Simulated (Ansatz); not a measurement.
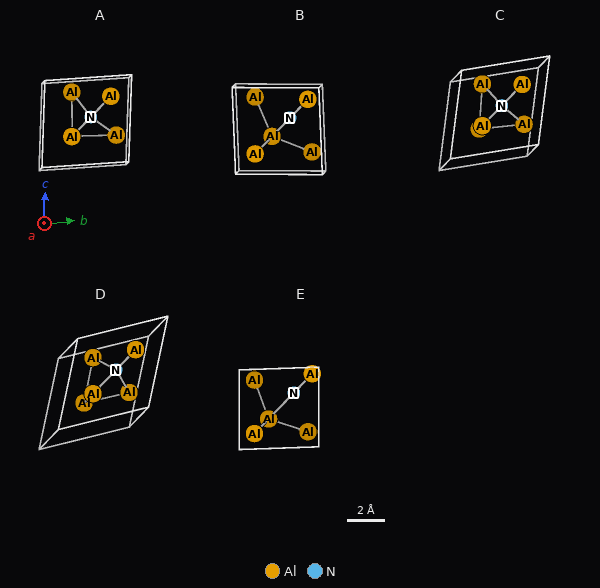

5 geometries from one relaxation of a crystal of Al5N (a generated structure, set up in R3m) (coarse preliminary run), in shuffled order. A ball-and-stick model of the cell of the calculation, seen along the a axis.

All numbers below come from DFT PBE, scalar-relativistic, plane waves, PAW in Ansatz. (plane-wave cutoff 420 eV; k-point mesh 6 × 6 × 6; occupations gaussian; smearing width 0.1 eV; no spin polarisation; cell and atoms relaxed; force threshold 0.04 eV/Å; at most 70 steps)

Order the frames from highest to lowest energy.

E, B, A, C, D. They are steps 0, 4, 10, 15, 28, at +3955 meV per atom, +632 meV per atom, +376 meV per atom, +263 meV per atom relative to the last. Over 24 accepted moves (28 points after the start) the energy falls by 3955 meV per atom. The largest force component goes from 38 to 0.0034 eV/Å. Pressure: 87.16 GPa at the start and 0.01 GPa at the end. The line search rejected the trial step at point 19 of the run. The SCF was repeated 3 times at an unchanged geometry on a basis and grid sized afresh for the cell, which shifted the energy by 138 meV per atom at most. The atom that moves furthest relative to the cell is an Al atom (2.18 Å along [−1 −1 −1]). Largest moves by element: Al 2.18 Å, N 1.15 Å. The volume changes by +28.4 %, with a = b = c 4.403 → 5.294 Å (+20.2 %), α 87.9° → 61.9°, β 87.9° → 61.9°, γ 87.9° → 61.9°. Among the contacts that change: Al–Al 1.741 → 5.706 Å, Al–N 3.194 → 1.944 Å, Al–N 2.506 → 3.190 Å, Al–Al 2.007 → 2.679 Å. New bonds form: Al–N (3.19 → 1.94 Å). Bonds break: Al–Al (1.74 → 5.71 Å). Bond angles that change, for instance: Al–Al–Al 117.7° → 63.6°, Al–Al–Al 125.8° → 177.9°, Al–Al–Al 84.9° → 118.1°. The space group stays R3m (No. 160).
